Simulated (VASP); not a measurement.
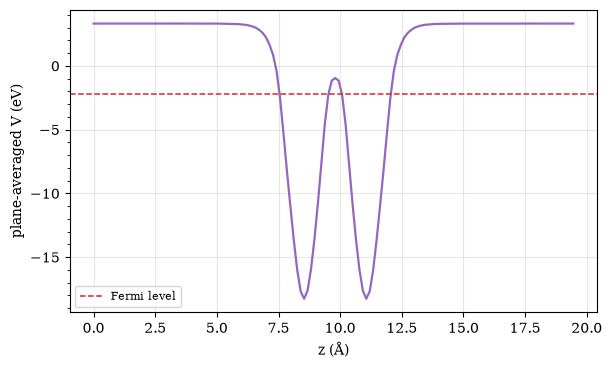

*AlN (slab). Plane average of the electrostatic potential (local pseudopotential plus Hartree) felt by an electron across the slab.*

Computed with Kohn-Sham DFT of a periodic cell, PBEsol, VASP PAW PBE potentials, recommended (VASP).

Core electrons are frozen (PAW), and the valence fields are smoothed inside the atomic spheres.

### How far above the Fermi level of the calculation is the vacuum level?

5.5 eV. The slab has a gap, so the Fermi level lies inside it and this isn't a work function in the metallic sense.

### What are the slab's thickness and the vacuum gap?

The outermost nuclei are 3.5 Å apart, in 2 atomic planes; the vacuum between periodic images is 16.1 Å wide.
